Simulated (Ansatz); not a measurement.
**Ge8S: geometry relaxation (part 1 of 3)**

Ge8S (slab, 9 atoms in the cell), computed with DFT PBEsol, scalar-relativistic, plane waves, PAW, no spin polarisation (Ansatz 0.2.0).

The structure derives from an entry of the Crystallography Open Database. The input holds or restrains some coordinates. Forces given for the steps count only the free coordinates. It belongs to a series of runs on one base structure; here: S put at a top Ge site. Figures and captions count atoms from 1; the log counts them from 0 in places.

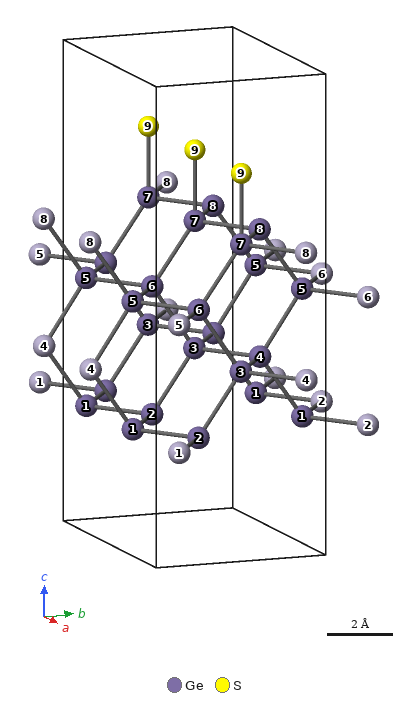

Fig. 1: The input geometry (ball-and-stick view of the 2 × 1 repeat of the cell, with the vacuum cut short, seen slightly off an axis; neighbours outside the cell are drawn fainter; atoms are numbered from 1 in the order of the input). An atom can appear more than once, as a periodic image.

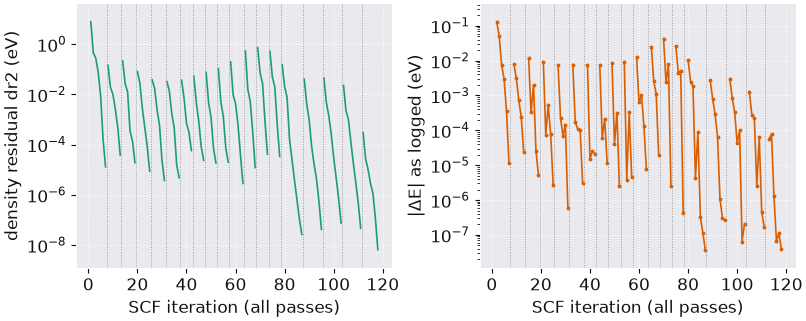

Fig. 2: Convergence of the self-consistent field: density residual dr2 and size of the energy change against the SCF iteration. The dotted lines part the SCF passes of the relaxation: geometry steps, rejected trials and re-solves on a re-selected basis. The 19 passes take 5 to 9 iterations each, 118 in all.

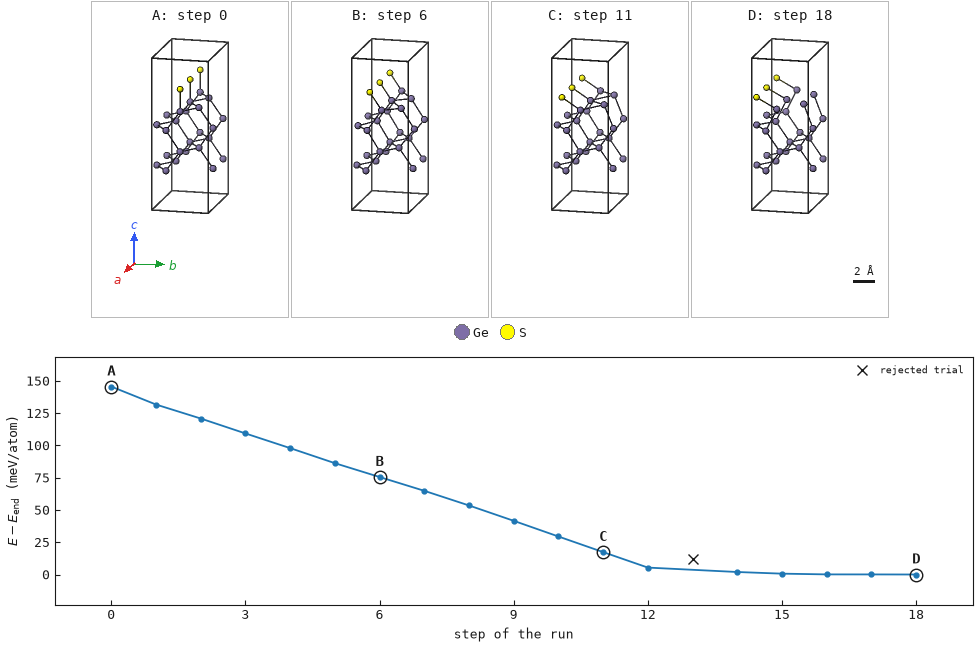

Fig. 3: Frames of the restrained relaxation (ball-and-stick view of the 2 × 1 repeat of the cell, with the vacuum cut short, seen slightly off an axis) above the curves, on which the letters mark them (the first geometry is step 0 here and step 1 in the log).

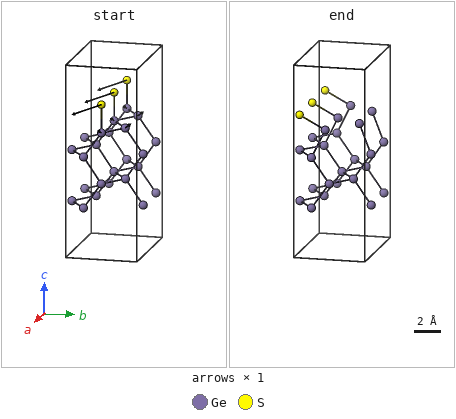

Fig. 4: Before (left) and after (right) the restrained relaxation, at one scale (ball-and-stick view of the 2 × 1 repeat of the cell, with the vacuum cut short, seen slightly off an axis). The black arrows give the displacements, at true length. The energy falls by 146 meV per atom in 18 geometry steps. The largest force component goes from 1.3 to 0.0042 eV/Å. The line search rejected the trial step at point 13 (counted from 0) and went back. S9 moves most: 2.57 Å. Largest moves by element: S 2.57 Å, Ge 0.62 Å. The lattice vectors keep their values. Among the contacts that change: Ge8–S9 5.246 → 2.622 Å, Ge7–Ge8 2.440 → 2.992 Å, Ge5–Ge8 2.448 → 2.561 Å, Ge6–Ge7 2.448 → 2.522 Å. Among the angles that change: Ge6–Ge7–S9 144.3° → 91.9°, Ge4–Ge5–Ge8 109.9° → 124.4°, Ge3–Ge6–Ge7 109.9° → 118.5°. (Atoms are counted from 1 in the order of the input.)

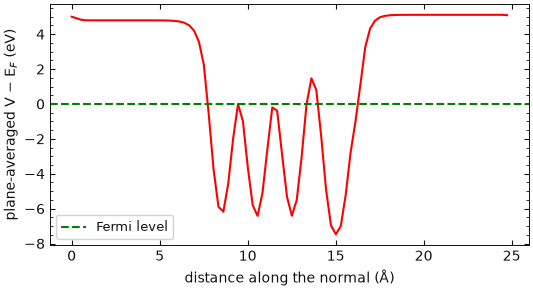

Fig. 5: Plane average of the electrostatic potential energy of an electron across the cell, from the Fermi level. The vacuum level lies 5.11 eV above the Fermi level on the upper side and 4.79 eV on the lower.

The input that produced these results follows, with the program's output.

## The input
```yaml
crystal:
  lattice:
    - [4.0133694111, 0.0, 0.0]
    - [0.0, 5.675761452, 0.0]
    - [0.0, 0.0, 25.0200541167]
  atoms:
    - { symbol: Ge, position: [0.5, 0.0, 0.3397274826] }
    - { symbol: Ge, position: [0.0, 0.25, 0.3397274826] }
    - { symbol: Ge, position: [0.0, 0.5, 0.4199305348] }
    - { symbol: Ge, position: [0.5, 0.75, 0.4199305348] }
    - { symbol: Ge, position: [0.5, -0.0011780456, 0.5024610389] }
    - { symbol: Ge, position: [0.0, 0.2511780456, 0.5024610389] }
    - { symbol: Ge, position: [0.0, 0.502785351, 0.5819181565] }
    - { symbol: Ge, position: [0.5, 0.747214649, 0.5819181565] }
    - { symbol: S, position: [0.0, 0.502785351, 0.6722456989] }
basis:
  ecutwfc: 420
kpoints:
  mp_grid: { grid: [7, 5, 1] }
hamiltonian:
  xc: pbesol
scf:
  occupations: { method: gaussian, width: 0.1 }
output:
  forces: true
  eigenvalues: true
relax:
  adjacent_minimum: "off"
  f_tol: 0.03
  max_steps: 70
  constraints: [{ sites: [0, 1, 2, 3] }]
efield:
  axis: 3
  dipole_correction: true
  ramp_width: 0.04
```

Launched with:
```bash
ansatz run input.yaml --threads 2 --pin off --max-ram 5120MiB --backend cpu --events-out ev --progress --plain --runs-dir out
```

## The program's output
```
Engine: ansatz 0.2.0, x86_64-unknown-linux-gnu
Pseudopotentials: kind: paw
Pseudopotential: Ge, paw, valence charge 14, recommended cutoff 420 eV (normal), Ge.paw.azcp
Pseudopotential: S, paw, valence charge 6, recommended cutoff 420 eV (normal), S.paw.azcp
Functional definition: PBEsol
  exchange = pbesol_x
  correlation = pbesol_c
Crystal: 9 atoms, lattice volume = 569.930 Å³
Basis set: ecut = 420 eV, 11205 PW (Γ), exchange–correlation on 54×80×360 points (8 copies of the dense FFT grid, shifted against one another)
Bands: 71, of which v1, the nominal top of the filled ones, is band 59 counted from 1 (58 counted from 0)
Symmetry: 2 space group operations
Space group: Pm (ITA 6), of the structure as read, at distance tolerance 8.3e-5 Å
k-points: 12 of 35 (time reversal used)
Non-local potential: Ge, projectors of the file, l = 0: 2, l = 1: 2, l = 2: 3, l = 3: 1
Non-local potential: S, projectors of the file, l = 0: 2, l = 1: 2, l = 2: 2
PAW form: soft (Blöchl's): semilocal exchange-correlation on the pseudo side does not see the compensation charge
PAW frozen core: Ge, regenerated for the run's functional, and the local potential with it (the file was generated under x = pbe(κ = 0.804, μ = 0.2195149727645171), c = pbe(β = 0.06672455060314922))
PAW frozen core: S, regenerated for the run's functional, and the local potential with it (the file was generated under x = pbe(κ = 0.804, μ = 0.2195149727645171), c = pbe(β = 0.06672455060314922))
PAW one-centre angular grid: Ge, 590 points (default); XC on 64 Gauss nodes
PAW one-centre angular grid: S, 110 points (default); XC on 64 Gauss nodes
Initial density: superposition of atomic densities (neutral atoms: chi_scale 0, normalization atom), corrected by the library's trained network
Initial wavefunctions: pseudopotential atomic-orbital guess
Functional: x = pbesol(κ = 0.804, μ = 0.12345679012345678), c = pbesol(β = 0.046)
SCF iter   1: F=—  HF=-34908.953429 eV  |F-HF|=—  |Δ(HF+E_count)|=         —  Δρ=9.11e-3  dr2=7.81e0  ethr=1.77e-3  p=-0.250 e·Å  D=-7.93e-2 V/Å  ΔV_dip=1.98 eV  dr2_dipole=3.85e0  V_vac-E_F(+/−)=6.58/4.60 eV  ⟨swp⟩=6.9  Hψ=3241  notcnv=0  defer=10
efield: sawtooth ramp at fractional position 0.9860 (placed from the atoms, in the widest stretch of the axis that holds none; the zero of the levels goes with the place), width 0.0400; the density the first Hamiltonian is built on has a dipole p = -0.250 e·Å; the dipole correction subtracts the counter field D = -7.93e-2 V/Å, which shifts the + side's vacuum level by +1.98 eV against the − side's; the planar-averaged density in the ramp window peaks in size at 8.6e-6 e/Å³
preconditioner: auto → LDOS  [metal: Δε(μ)=0.069 eV  Ē_g=21.139 eV  σ=0.100 eV  W_gap=0.36  n_scr=96 (ndim 8)  ℏωp=16.9 eV  f_vac=0.587  D(μ)=8.06/eV (n_scr^D=36)  β→1.0]
SCF iter   2: F=—  HF=-34908.822875 eV  |F-HF|=—  |Δ(HF+E_count)|=   1.31e-1  Δρ=6.63e-3  dr2=4.57e-1  ethr=1.77e-3  p=-0.195 e·Å  D=-6.20e-2 V/Å  ΔV_dip=1.55 eV  dr2_dipole=1.21e-1  V_vac-E_F(+/−)=6.40/4.85 eV  ⟨swp⟩=2.0  Hψ=1070  notcnv=0  defer=51
SCF iter   3: F=—  HF=-34908.771954 eV  |F-HF|=—  |Δ(HF+E_count)|=   5.09e-2  Δρ=2.47e-3  dr2=2.80e-1  ethr=3.87e-4  p=-0.206 e·Å  D=-6.55e-2 V/Å  ΔV_dip=1.64 eV  dr2_dipole=1.16e-1  V_vac-E_F(+/−)=6.39/4.75 eV  ⟨swp⟩=2.0  Hψ=1013  notcnv=0  defer=51
SCF iter   4: F=—  HF=-34908.764556 eV  |F-HF|=—  |Δ(HF+E_count)|=   7.40e-3  Δρ=1.24e-3  dr2=7.71e-2  ethr=2.37e-4  p=-0.200 e·Å  D=-6.35e-2 V/Å  ΔV_dip=1.59 eV  dr2_dipole=3.07e-2  V_vac-E_F(+/−)=6.36/4.77 eV  ⟨swp⟩=1.0  Hψ=847  notcnv=0  defer=51
SCF iter   5: F=—  HF=-34908.761553 eV  |F-HF|=—  |Δ(HF+E_count)|=   3.00e-3  Δρ=4.84e-4  dr2=8.87e-3  ethr=6.54e-5  p=-0.197 e·Å  D=-6.25e-2 V/Å  ΔV_dip=1.56 eV  dr2_dipole=2.92e-3  V_vac-E_F(+/−)=6.33/4.77 eV  ⟨swp⟩=1.0  Hψ=801  notcnv=0  defer=51
SCF iter   6: F=—  HF=-34908.761206 eV  |F-HF|=—  |Δ(HF+E_count)|=   3.47e-4  Δρ=1.00e-4  dr2=1.62e-4  ethr=7.52e-6  p=-0.195 e·Å  D=-6.19e-2 V/Å  ΔV_dip=1.55 eV  dr2_dipole=1.08e-6  V_vac-E_F(+/−)=6.32/4.77 eV  ⟨swp⟩=1.4  Hψ=860  notcnv=0  defer=51
SCF iter   7: F=-34908.761188 eV  HF=-34908.761195 eV  |F-HF|=6.73e-6  |Δ(HF+E_count)|=   1.16e-5  Δρ=3.68e-5  dr2=1.29e-5  ethr=1.91e-8  p=-0.195 e·Å  D=-6.19e-2 V/Å  ΔV_dip=1.55 eV  dr2_dipole=7.23e-7  V_vac-E_F(+/−)=6.32/4.77 eV  ⟨swp⟩=13.0  Hψ=4195  notcnv=0
SCF 1 converged in 7 iterations: F = -34908.761188 eV  dr2 = 1.29e-5
  greatest PAW one-centre occupation: 0.998 electrons in one spin orbital (limit 2), on the Ge atom at site 6 (counted from 0), in its partial waves of l = 2
relax step   1: F+E_penalty+E_count = -34908.76118796 eV  Δ(F+E_penalty+E_count) = +0.000e0 eV  max|allowed force component| = 1.347e0 eV/Å  Δτ_max = 0.0000 Å  (7 SCF iters, dr2 threshold 2.25e-5 eV, accepted)
Initial density: handed on by an earlier stage of this run
Initial wavefunctions: those handed on with the density
iter 1 solved again at ethr=9.74e-5 eV; its pass at ethr=3.10e-3 eV (dr2=1.15e-1 eV) is discarded
SCF iter   1: F=—  HF=-34908.898421 eV  |F-HF|=—  |Δ(HF+E_count)|=         —  Δρ=3.37e-3  dr2=1.43e-1  ethr=9.74e-5  p=-0.195 e·Å  D=-6.19e-2 V/Å  ΔV_dip=1.55 eV  dr2_dipole=4.40e-2  V_vac-E_F(+/−)=6.33/4.78 eV  ⟨swp⟩=1.1  Hψ=2639  notcnv=0  defer=55
efield: sawtooth ramp at fractional position 0.9860 (handed on by an earlier solve), width 0.0400; the density the first Hamiltonian is built on has a dipole p = -0.195 e·Å; the dipole correction subtracts the counter field D = -6.19e-2 V/Å, which shifts the + side's vacuum level by +1.55 eV against the − side's; the planar-averaged density in the ramp window peaks in size at 7.1e-6 e/Å³
eigensolver tolerance schedule calibrated: the retry pair's looser diagonalisation under-reported the residual by θ = 0.20 (0.13/decade); ethr = c·dr2/N_el runs at the constant in force after the calibration composes with the one it found (an armed cap, an earlier calibration), c = 5.7e-2
preconditioner: auto → LDOS  [metal: Δε(μ)=0.087 eV  Ē_g=21.236 eV  σ=0.100 eV  W_gap=0.44  n_scr=96 (ndim 8)  ℏωp=16.9 eV  f_vac=0.589  D(μ)=7.51/eV (n_scr^D=30)  β→1.0]
SCF iter   2: F=—  HF=-34908.890482 eV  |F-HF|=—  |Δ(HF+E_count)|=   7.94e-3  Δρ=1.29e-3  dr2=1.91e-2  ethr=6.91e-5  p=-0.192 e·Å  D=-6.08e-2 V/Å  ΔV_dip=1.52 eV  dr2_dipole=1.73e-4  V_vac-E_F(+/−)=6.27/4.75 eV  ⟨swp⟩=2.0  Hψ=1057  notcnv=0  defer=55
SCF iter   3: F=—  HF=-34908.887375 eV  |F-HF|=—  |Δ(HF+E_count)|=   3.11e-3  Δρ=5.78e-4  dr2=1.01e-2  ethr=9.19e-6  p=-0.196 e·Å  D=-6.21e-2 V/Å  ΔV_dip=1.55 eV  dr2_dipole=2.78e-3  V_vac-E_F(+/−)=6.32/4.76 eV  ⟨swp⟩=2.5  Hψ=1318  notcnv=0  defer=55
SCF iter   4: F=—  HF=-34908.886654 eV  |F-HF|=—  |Δ(HF+E_count)|=   7.21e-4  Δρ=3.02e-4  dr2=2.57e-3  ethr=4.89e-6  p=-0.195 e·Å  D=-6.20e-2 V/Å  ΔV_dip=1.55 eV  dr2_dipole=6.94e-4  V_vac-E_F(+/−)=6.31/4.76 eV  ⟨swp⟩=2.0  Hψ=954  notcnv=0  defer=55
SCF iter   5: F=—  HF=-34908.886415 eV  |F-HF|=—  |Δ(HF+E_count)|=   2.39e-4  Δρ=9.67e-5  dr2=4.72e-4  ethr=1.24e-6  p=-0.195 e·Å  D=-6.18e-2 V/Å  ΔV_dip=1.55 eV  dr2_dipole=1.80e-4  V_vac-E_F(+/−)=6.31/4.76 eV  ⟨swp⟩=2.0  Hψ=979  notcnv=0  defer=55
SCF iter   6: F=-34908.886352 eV  HF=-34908.886391 eV  |F-HF|=3.90e-5  |Δ(HF+E_count)|=   2.42e-5  Δρ=3.78e-5  dr2=3.78e-5  ethr=4.82e-8  p=-0.195 e·Å  D=-6.18e-2 V/Å  ΔV_dip=1.55 eV  dr2_dipole=1.13e-5  V_vac-E_F(+/−)=6.30/4.76 eV  ⟨swp⟩=11.4  Hψ=3621  notcnv=0
SCF 2 converged in 6 iterations: F = -34908.886352 eV  dr2 = 3.78e-5
relax step   2: F+E_penalty+E_count = -34908.88635183 eV  Δ(F+E_penalty+E_count) = -1.252e-1 eV  max|allowed force component| = 6.537e-1 eV/Å  Δτ_max = 0.1718 Å  (6 SCF iters, dr2 threshold 1.00e-4 eV, accepted)
[... from here on the SCF iterations and repeated set-up lines of each step are left out, up to the last step ...]
SCF 3 converged in 6 iterations: F = -34908.983890 eV  dr2 = 1.90e-5
relax step   3: F+E_penalty+E_count = -34908.98388990 eV  Δ(F+E_penalty+E_count) = -9.754e-2 eV  max|allowed force component| = 4.414e-1 eV/Å  Δτ_max = 0.1913 Å  (6 SCF iters, dr2 threshold 2.67e-5 eV, accepted)
SCF 4 converged in 6 iterations: F = -34909.087863 eV  dr2 = 8.61e-6
relax step   4: F+E_penalty+E_count = -34909.08786263 eV  Δ(F+E_penalty+E_count) = -1.040e-1 eV  max|allowed force component| = 4.721e-1 eV/Å  Δτ_max = 0.1959 Å  (6 SCF iters, dr2 threshold 4.59e-5 eV, accepted)
SCF 5 converged in 6 iterations: F = -34909.190311 eV  dr2 = 3.70e-6
relax step   5: F+E_penalty+E_count = -34909.19031125 eV  Δ(F+E_penalty+E_count) = -1.024e-1 eV  max|allowed force component| = 3.972e-1 eV/Å  Δτ_max = 0.1901 Å  (6 SCF iters, dr2 threshold 1.00e-4 eV, accepted)
SCF 6 converged in 6 iterations: F = -34909.295223 eV  dr2 = 4.74e-6
```
